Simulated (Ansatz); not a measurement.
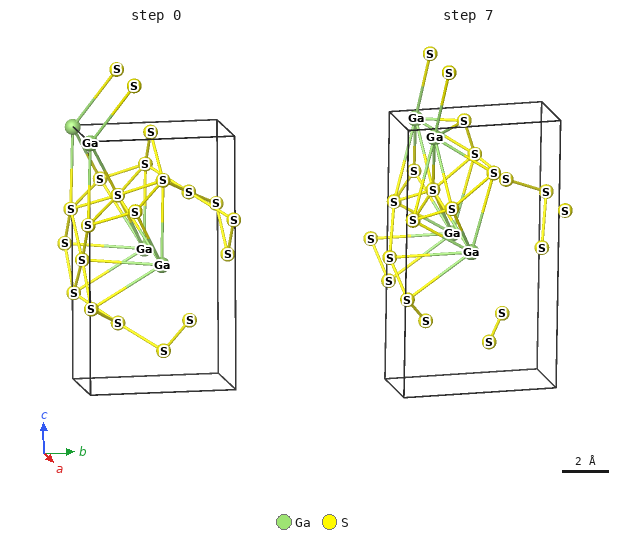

The structure of crystalline GaS5 (a generated structure, set up in P1) (coarse preliminary run) before (left) and after (right) a relaxation, at one scale.

Style: ball-and-stick. Shown: the cell of the calculation, slightly off an axis.

Theory: DFT PBE, scalar-relativistic, plane waves, PAW (Ansatz).

The input:
```yaml
crystal:
  lattice:
    - [0.0395576358, 0.0073540084, -3.2770169139]
    - [3.3611647744, -5.7165178845, -0.0264912267]
    - [-10.0030857667, -5.6700939827, 0.129798948]
  atoms:
    - { symbol: Ga, position: [0.0013173756, 0.0081167824, 0.9934386933] }
    - { symbol: Ga, position: [0.004699656, 0.4945775017, 0.5030341031] }
    - { symbol: S, position: [-0.0122906981, 0.5081535457, 0.8354829869] }
    - { symbol: S, position: [-0.0248072565, 1.0119182706, 0.3373640697] }
    - { symbol: S, position: [0.005482438, -0.0091513763, 0.6703467003] }
    - { symbol: S, position: [-0.0173846641, 0.5058040029, 0.1628238773] }
    - { symbol: S, position: [0.4853092089, 0.2567181519, 0.7500822958] }
    - { symbol: S, position: [0.5303136348, 0.7402638224, 0.248923685] }
    - { symbol: S, position: [0.5303993428, 0.7393695984, 0.7550596175] }
    - { symbol: S, position: [0.5083427396, 0.251197225, 0.2475200038] }
    - { symbol: S, position: [0.4623654751, 0.4875331456, 0.9924127619] }
    - { symbol: S, position: [0.5262527479, 0.0054993297, 0.5035112054] }
basis:
  ecutwfc: 420
kpoints:
  mp_grid: { grid: [6, 4, 2] }
hamiltonian:
  xc: pbe
scf:
  occupations: { method: gaussian, width: 0.2 }
  lower_state_search: "off"
output:
  forces: true
  stress: true
  eigenvalues: true
relax:
  adjacent_minimum: "off"
  f_tol: 0.025
  max_steps: 60
  cell: { stress_tol: 0.25 }
```

Command:
```bash
ansatz run input.yaml --threads 1 --pin off --max-ram 2560MiB --backend cpu --events-out ev --progress --plain --runs-dir out
```

### Summarise the run.

The run was cut off at its time limit before the relaxation converged, so the last structure is only a point on the way. Ga1 moves most relative to the cell: 1.13 Å roughly along [1 3 0]. By element the largest moves are Ga 1.13 Å, S 0.75 Å. The drawn cell changes as follows: a 3.277 → 3.499 Å (+6.8 %), b 6.631 → 6.933 Å (+4.5 %), c 11.499 → 12.058 Å (+4.9 %), α 90.9° → 87.8°, β 91.3° → 93.4°, γ 89.5° → 89.2°; the volume changes by +16.8 %. Near-neighbour distances that change, for instance: Ga1–S11 3.531 → 2.348 Å, S3–S7 2.525 → 3.511 Å, S4–S8 2.750 → 3.601 Å, Ga1–S11 (another image) 3.624 → 2.828 Å. New bonds form, among them: Ga1–S11 (3.53 → 2.35 Å). Bonds break, among them: S3–S11 (2.53 → 3.31 Å), S6–S11 (2.54 → 3.33 Å). Among the angles between lasting bonds that change: S9–S3–S11 82.2° → 113.9°, S10–S4–S12 88.3° → 114.7°, S8–S6–S8 83.5° → 104.3°. The space group stays P1 (No. 1). The energy falls by 186 meV per atom in 7 geometry steps. The largest force component goes from 0.59 to 1.9 eV/Å. The pressure goes from −0.50 to 3.55 GPa.
